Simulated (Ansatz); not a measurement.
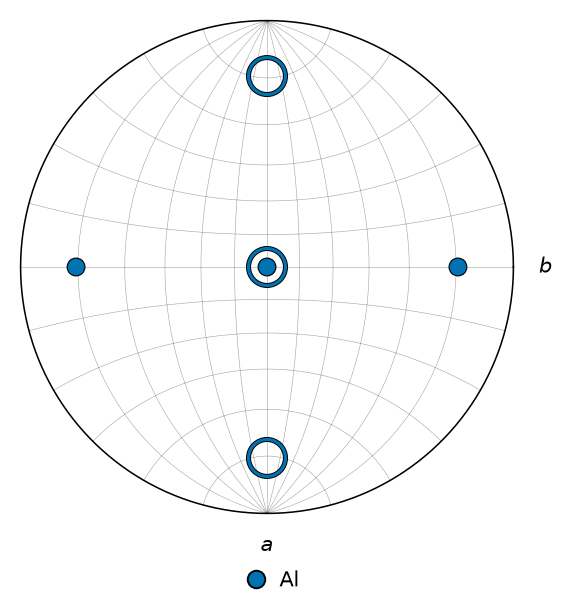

For Al, the end point of a relaxation with DFT PBEsol, scalar-relativistic, plane waves, PAW (Ansatz 0.2.0); the starting structure was generated, so it need not be a known form of this composition: directions from one aluminium atom at (0, 0, 0) to its bonded neighbours, in stereographic projection down c (filled: above the plane of the page or in it, open: below). Geometry calculated from the standardised cell; symmetry tolerance 0.002 Å.

Neighbours are counted up to 2.95 Å for Al.

```
Al
1.0
     5.26235    0.00000    0.00000
     0.00000    5.26235    0.00000
     0.00000    0.00000    2.71246
Al
4
Direct
  0.00000 0.00000 0.00000
  0.00000 0.50000 0.25000
  0.50000 0.50000 0.50000
  0.50000 0.00000 0.75000
```

Question: How many neighbours are there, and at what angles?

Answer: 6: 2 Al at 2.71 Å, 4 Al at 2.72 Å. Angles between bonds: 76° (4×), 94° (4×), 104° (4×), 151° (2×), 180° (1×).

Question: What is the site's symmetry in the crystal?

Answer: Point group -42m (D2d), order 8: one −4 axis, two twofold axes, two mirror planes. In I4_1/amd (No. 141, origin choice 1) this is Wyckoff position 4a.
